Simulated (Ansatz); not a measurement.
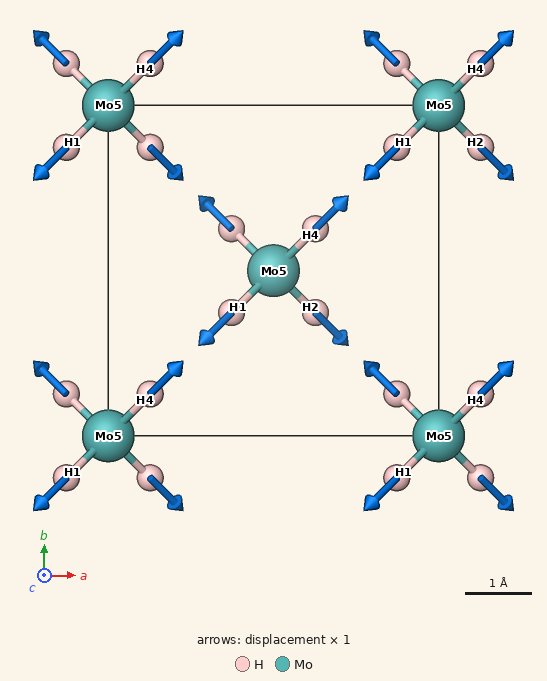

This is a relaxation of solid MoH4 (a generated structure, set up in I-43m) (coarse preliminary run). The starting structure is drawn; blue arrows show the displacements (the part carried along by the change of the cell is left out), at their true length.

The picture is a ball-and-stick view of the conventional cell (2 times the calculation's cell), seen along the c axis. Lengths and directions refer to the drawn axes.

All numbers below come from DFT PBE, scalar-relativistic, plane waves, PAW (Ansatz). (plane-wave cutoff 420 eV; k-point mesh 6 × 6 × 6; occupations gaussian; smearing width 0.1 eV; no spin polarisation; cell and atoms relaxed; force threshold 0.04 eV/Å; at most 70 steps)

Describe the change and its energy.

Answer. The largest moves relative to the cell, 0.89 Å, are those of H atoms. Mo stays in place. The drawn cell changes as follows: a = b = c 5.074 → 4.183 Å (−17.6 %); the volume changes by −44.0 %. Among the contacts that change: H–Mo 3.280 → 1.811 Å, H–Mo 1.115 → 1.811 Å. New bonds form: H–Mo (3.28 → 1.81 Å). The space group (tolerance 0.01 Å) goes from I-43m (No. 217) to Im-3m (No. 229). After 11 accepted moves (13 points after the start) the energy has fallen by 23.207 eV per cell of the calculation. Largest force component: 16 eV/Å at the start, 0.00033 eV/Å at the end. The pressure goes from 95.32 to 0.01 GPa. At 2 points the geometry stayed and the basis and grid were re-selected for the new cell (energy shift of 10.0 meV per cell of the calculation at most each time). The run took 17 s on 1 thread of Arm Neoverse V2, on a shared host, peak memory 0.3 GiB.
